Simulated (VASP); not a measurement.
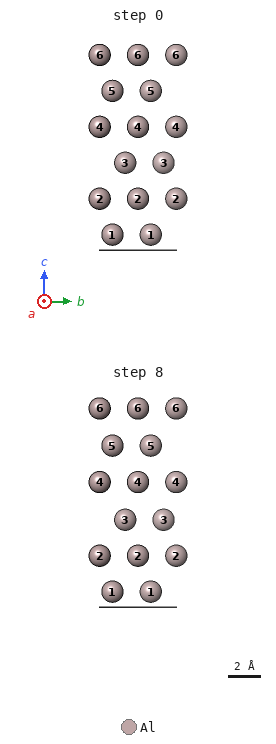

The structure of a slab of composition Al before (top) and after (bottom) a relaxation, at one scale.

Style: spheres-only. Shown: the 2 × 2 repeat of the cell, outlined in the plane, without the vacuum, along the a axis.

The run lets the atoms move in a fixed cell. 3 atoms are held fixed.

The calculation used VASP, Kohn-Sham DFT of a periodic cell, PBE, VASP PAW PBE potentials, gw, light.

Input file:
```
SYSTEM = Al
ALGO     = Fast           ! electronic algorithm
DIPOL    = 0.5 0.5 0.500
EDIFF    = 1E-6           ! SCF threshold, eV
EDIFFG   = -0.02          ! ionic threshold
ENCUT    = 600            ! plane-wave cutoff, eV
GGA      = PE             ! functional
IBRION   = 2              ! ionic algorithm
IDIPOL   = 3            
ISIF     = 2              ! what is computed and relaxed
ISMEAR   = -1             ! smearing method
LASPH    = .True.         ! aspherical terms in the spheres
LCHARG   = .False.        ! write CHGCAR
LDIPOL   = .True.       
LREAL    = .False.        ! projectors in reciprocal space
LWAVE    = .False.        ! write WAVECAR
NELM     = 100            ! most SCF steps
NSW      = 60             ! ionic steps
PREC     = Accurate       ! precision mode
SIGMA    = 0.05           ! smearing width, eV
```

Launched with:
```bash
cat potpaw_PBE.64/Al_GW/POTCAR > POTCAR
mpirun -np 1 vasp_std > vasp.out
```

> Summarise the run.

The largest move is that of Al6, 0.22 Å along the normal (+c). The cell stays as it was. Among the contacts that change: Al3–Al4 2.817 → 2.909 Å, Al5–Al6 2.817 → 2.883 Å, Al4–Al5 2.817 → 2.845 Å. The energy falls by 30.3 meV per cell of the calculation in 8 geometry steps. Largest force component: 0.29 eV/Å at the start, 0.14 eV/Å at the end. It ran on 1 thread of Intel(R) Xeon(R) Platinum 8488C (Sapphire Rapids) (shared host).
